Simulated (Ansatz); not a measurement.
Geometry relaxation, with input and output: InSb (part 2 of 2)

Continued. System: InSb (F-43m, 2 atoms in the cell). Method: DFT PBEsol, scalar-relativistic, plane waves, PAW, no spin polarisation (Ansatz 0.2.0); cutoff 420 eV, 12×12×12 k-mesh, Fermi–Dirac smearing of 0.15 eV. The structure derives from an entry of the Crystallography Open Database. It belongs to a series of runs on one base structure; here: relaxed at -1 GPa.

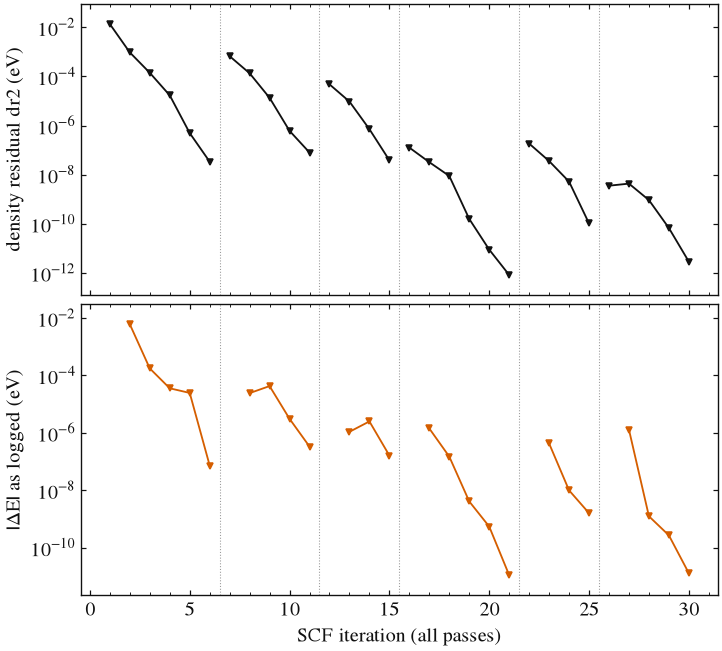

Figure 1. Convergence of the self-consistent field: density residual dr2 and size of the energy change against the SCF iteration. The dotted lines part the SCF passes of the relaxation: geometry steps, rejected trials and re-solves on a re-selected basis. The 6 passes take 4 to 6 iterations each, 30 in all.

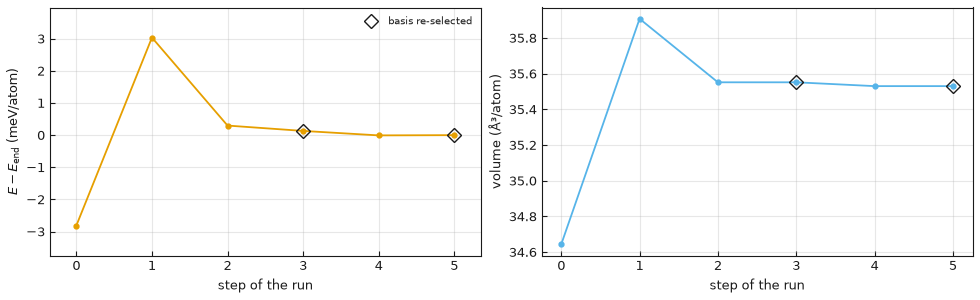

Figure 2. Progress of the relaxation, step by step (the first geometry is step 0 here and step 1 in the log).

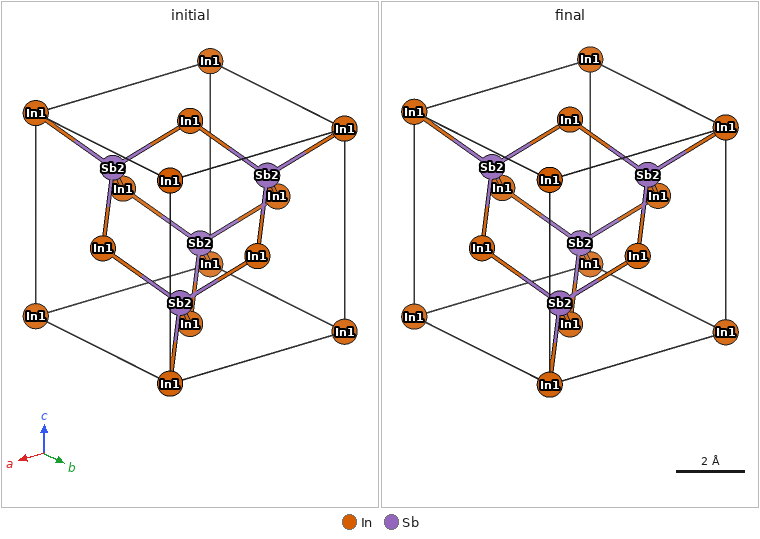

Figure 3. Before (left) and after (right) the relaxation, at one scale (ball-and-stick view of the cell 4 times as large as that of the calculation, set on its symmetry axes, seen at an oblique angle). After 3 geometry steps the energy has risen by 2.8 meV per atom. With the target pressure of -1 GPa, the enthalpy E + pV changes by −2.7 meV per atom. All forces vanish by symmetry, so only the cell relaxes. Pressure: 0.01 GPa at the start and −1.00 GPa at the end. The basis was re-selected once at an unchanged geometry, which shifts the energy a little without any move. The atoms keep their places relative to the cell (all moves are under 0.005 Å). Cell: a = b = c 6.520 → 6.575 Å (+0.8 %). Volume +2.6 %. Distances before and after: In1–Sb2 2.823 → 2.847 Å. The space group stays F-43m (No. 216). The energy change given includes the shifts at the re-selections in mid-walk, which come without any move. A last SCF at the same geometry on a re-selected plane-wave basis shifts the energy by +0.0 meV per atom. (Atoms are counted from 1 in the order of the input.)

```
basis re-selected at this cell: Δ(F+E_penalty+E_count) = +1.493e-5 eV, ΔP = +0.000 GPa vs the last step (what re-selecting the basis moved, of the pressure what is left beyond the Pulay correction that the steps carried, after the strain that the cell walked since its last selection, with what the two solves' SCF thresholds leave and, on support functions, any second-order correction that the steps lacked; it is no measure of the basis error at this ecutwfc). This SCF's stress stands 6.38e-4 GPa from its target on what of the cell is left free (relax.cell.stress_tol is 2.00e-2 GPa) and its largest allowed force component is 3.93e-17 eV/Å (relax.f_tol is 1.00e-3 eV/Å): within both
SCF converged after 5 iterations
Free energy (F): -11933.646266 eV
Harris-Foulkes:  -11933.646266 eV  (|F-HF|=1.82e-12)
Internal energy: -11933.638121 eV  (E = F + TS)
E sigma→0 (E₀):  -11933.642194 eV
Entropy (-TS):   -0.008145 eV (-4.072 meV/atom)
Fermi energy:    6.911345 eV
--- Per-component energies (eV) ---
  E_band       = -276.695553
  E_kinetic    = 450.293066
  E_local      = -3258.284467  (includes V_loc(G=0)·N_el)
  E_nonlocal   = 732.858072
  E_hartree    = 1396.357884
  E_xc         = -350.286686
  E_vxc        = -195.658445  (∫ρ·V_xc dr)
  E_paw        = -8584.568190  (= ΣΔE_a)
  E_vpaw       = -798.619572  (= ΣTr[D̂ρ^β])
  E_aug_tail   = 0.000024  (compensation charges beyond the density's cutoff)
  E_ewald      = -2320.575583
  E_core_change = 0.567760  (= ΣΔE_core)
  E_smearing   = -0.008145  (= −TS)
  E_closure    = 0.000000  (closes the sum)
  Σ components = -11933.646266   (vs F -11933.646266, Δ=0.00e0)
--- Forces (eV/Å), atoms counted from 1 ---
  atom   1  In    -0.00000000    -0.00000000     0.00000000
  atom   2  Sb     0.00000000     0.00000000    -0.00000000
  max |Σ_I F_I| component: 3.01e-17 eV/Å
--- Stress (GPa, compression-positive) ---
       -1.000638      -0.000000       0.000000
       -0.000000      -1.000638       0.000000
       -0.000000       0.000000      -1.000638
  P = ⅓ Tr σ = -1.0006 GPa (-10.006 kbar)
--- Band table (eV; the first three rows and the last of 72) ---
  k-point 0: bands = ["-21.7751", "-21.7751", "-21.7751", "-21.7607", "-21.7607", "-7.7637", "-7.7637", "-7.7637", "-7.6888", "-7.6888", "-3.7943", "6.1700", "6.6852", "6.6852", "6.6852", "9.6351", "9.6351", "9.6351"]
  k-point 1: bands = ["-21.7751", "-21.7751", "-21.7751", "-21.7607", "-21.7607", "-7.7666", "-7.7624", "-7.7624", "-7.6889", "-7.6889", "-3.7347", "5.3164", "6.5926", "6.5926", "7.2559", "9.7354", "9.7665", "9.7665"]
  k-point 2: bands = ["-21.7751", "-21.7749", "-21.7749", "-21.7606", "-21.7606", "-7.7743", "-7.7589", "-7.7589", "-7.6891", "-7.6891", "-3.5609", "4.1898", "6.3737", "6.3737", "7.5041", "10.0658", "10.0658", "10.2702"]
  k-point 71: bands = ["-21.7749", "-21.7748", "-21.7733", "-21.7606", "-21.7597", "-7.8238", "-7.7372", "-7.7275", "-7.6968", "-7.6878", "-1.9494", "1.0390", "3.9840", "4.1148", "10.0144", "10.6021", "10.7794", "11.5649"]
--- Relaxed structure (4 steps of the walk, 4 accepted, 2 SCFs on fresh bases) ---
  F+E_penalty+E_count = -11933.64626602 eV   max|allowed force component| = 3.932e-17 eV/Å   (the final SCF, on the basis selected at the relaxed cell)
  cell:  # Å, volume = 71.0605 Å³
    - [-1.0189652563191383e-34, 3.287502763870117, 3.287502763870117]
    - [3.287502763870117, 7.133526256384332e-33, 3.287502763870117]
    - [3.287502763870117, 3.287502763870117, 5.401099762678569e-33]
  atoms:
    - { symbol: In, position: [1.6295927463849368e-33, -1.9052942382204547e-33, -1.560667373426057e-33] }
    - { symbol: Sb, position: [0.75, 0.75, 0.75] }
```

Trajectory as extended XYZ (Å, eV, eV/Å), 6 frames, from step=1 to step=6:
```
2
Lattice="0.0000 3.2599 3.2599 3.2599 0.0000 3.2599 3.2599 3.2599 0.0000" Properties=species:S:1:pos:R:3:forces:R:3 step=1 energy=-11933.65189 pressure_GPa=0.01
In    0.0000    0.0000    0.0000    0.0000   0.0000   0.0000
Sb    4.8899    4.8899    4.8899    0.0000   0.0000   0.0000
2
Lattice="0.0000 3.2991 3.2991 3.2991 0.0000 3.2991 3.2991 3.2991 0.0000" Properties=species:S:1:pos:R:3:forces:R:3 step=2 energy=-11933.64019 pressure_GPa=-1.38
In    0.0000    0.0000    0.0000    0.0000   0.0000   0.0000
Sb    4.9487    4.9487    4.9487    0.0000   0.0000   0.0000
2
Lattice="0.0000 3.2882 3.2882 3.2882 0.0000 3.2882 3.2882 3.2882 0.0000" Properties=species:S:1:pos:R:3:forces:R:3 step=3 energy=-11933.64567 pressure_GPa=-1.02
In    0.0000    0.0000    0.0000    0.0000   0.0000   0.0000
Sb    4.9322    4.9322    4.9322    0.0000   0.0000   0.0000
2
Lattice="0.0000 3.2882 3.2882 3.2882 0.0000 3.2882 3.2882 3.2882 0.0000" Properties=species:S:1:pos:R:3:forces:R:3 step=4 energy=-11933.64600 pressure_GPa=-1.02
In    0.0000    0.0000    0.0000    0.0000   0.0000   0.0000
Sb    4.9322    4.9322    4.9322    0.0000   0.0000   0.0000
2
Lattice="0.0000 3.2875 3.2875 3.2875 0.0000 3.2875 3.2875 3.2875 0.0000" Properties=species:S:1:pos:R:3:forces:R:3 step=5 energy=-11933.64628 pressure_GPa=-1.00
In    0.0000    0.0000    0.0000    0.0000   0.0000   0.0000
Sb    4.9313    4.9313    4.9313    0.0000   0.0000   0.0000
2
Lattice="0.0000 3.2875 3.2875 3.2875 0.0000 3.2875 3.2875 3.2875 0.0000" Properties=species:S:1:pos:R:3:forces:R:3 step=6 energy=-11933.64627 pressure_GPa=-1.00
In    0.0000    0.0000    0.0000    0.0000   0.0000   0.0000
Sb    4.9313    4.9313    4.9313    0.0000   0.0000   0.0000
```

The run was set up as follows.

Input:
```yaml
crystal:
  lattice:
    - [0.0, 3.2599290682, 3.2599290682]
    - [3.2599290682, 0.0, 3.2599290682]
    - [3.2599290682, 3.2599290682, 0.0]
  atoms:
    - { symbol: In, position: [0.0, 0.0, 0.0] }
    - { symbol: Sb, position: [0.75, 0.75, 0.75] }
basis:
  ecutwfc: 420
kpoints:
  mp_grid: { grid: [12, 12, 12] }
hamiltonian:
  xc: pbesol
scf:
  occupations: { method: fermi_dirac, width: 0.15 }
output:
  forces: true
  stress: true
  eigenvalues: true
relax:
  adjacent_minimum: "off"
  f_tol: 0.001
  max_steps: 60
  cell: { stress_tol: 0.02, p_target: -1.0 }
```

Launch command:
```bash
ansatz run input.yaml --threads 1 --pin off --max-ram 3072MiB --backend cpu --events-out ev --progress --plain --runs-dir out
```

Key numbers:

```tsv
quantity	value
outcome	converged
space group (tolerance 0.01 Å)	F-43m (216)
electrons treated	28
free energy	−11933.6463 eV
Fermi energy	6.911 eV
gap on the k-point mesh	none (metallic)
pressure	−1.00 GPa
final volume	71.06 Å³
largest force (length of the vector) at the end	under 0.001 eV/Å
final cell	a = 4.649 Å, b = 4.649 Å, c = 4.649 Å, α = 60.00°, β = 60.00°, γ = 60.00°
hardware	1 thread of Arm Neoverse V2, 128 GiB of memory available, shared host
wall time	65 s
peak memory	0.43 GiB
```

Notes:

Results for this metal are sensitive to the k-point mesh.
